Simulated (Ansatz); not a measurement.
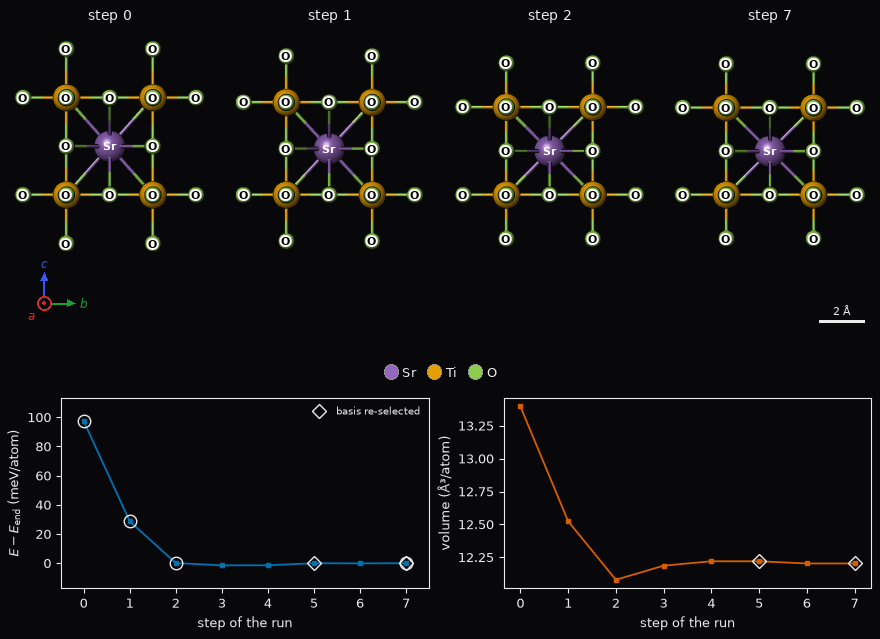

Frames of a relaxation of a crystal of SrTiO$_{3}$ (a generated structure, set up in P4/mmm) (coarse preliminary run), marked on the history of the run. A ball-and-stick model of the cell of the calculation, seen along the a axis.

Computed with Ansatz, DFT PBE, scalar-relativistic, plane waves, PAW. Set-up: plane-wave cutoff 420 eV; k-point mesh 4 × 4 × 4; occupations gaussian; smearing width 0.1 eV; collinear spin; cell and atoms relaxed; force threshold 0.04 eV/Å; at most 70 steps.

### What happens along the run?

No atom moves by more than 0.005 Å relative to the cell. The drawn cell changes as follows: a = b 3.906 → 3.937 Å (+0.8 %), c 4.390 → 3.937 Å (−10.3 %); the volume changes by −8.9 %. Near-neighbour distances that change, for instance: O–Ti 2.195 → 1.968 Å, O–Sr 2.938 → 2.784 Å, Sr–Ti 3.528 → 3.409 Å, O–Sr 2.762 → 2.784 Å. Bond angles that change, for instance: Sr–O–Sr 96.7° → 90.0°, Sr–O–Sr 83.3° → 90.0°. The space group (tolerance 0.01 Å) goes from P4/mmm (No. 123) to Pm-3m (No. 221). After 5 accepted moves (7 points after the start) the energy has fallen by 97.6 meV per atom. All forces vanish by symmetry, so only the cell relaxes. Pressure: −10.26 GPa at the start and −0.01 GPa at the end. The SCF was repeated twice at an unchanged geometry on a basis and grid sized afresh for the cell, which shifted the energy by 1.4 meV per atom at most. The program noted that the starting moments weren't kept. Cost: 38 s on 1 thread of Arm Neoverse V1, with other jobs on the host, peak memory 0.36 GiB. From step 0 to 1: volume −6.5 %, energy −68.8 meV per atom. From step 1 to 2: volume −3.6 %, energy −28.6 meV per atom. From step 2 to 7: volume +1.0 %, energy −0.2 meV per atom.
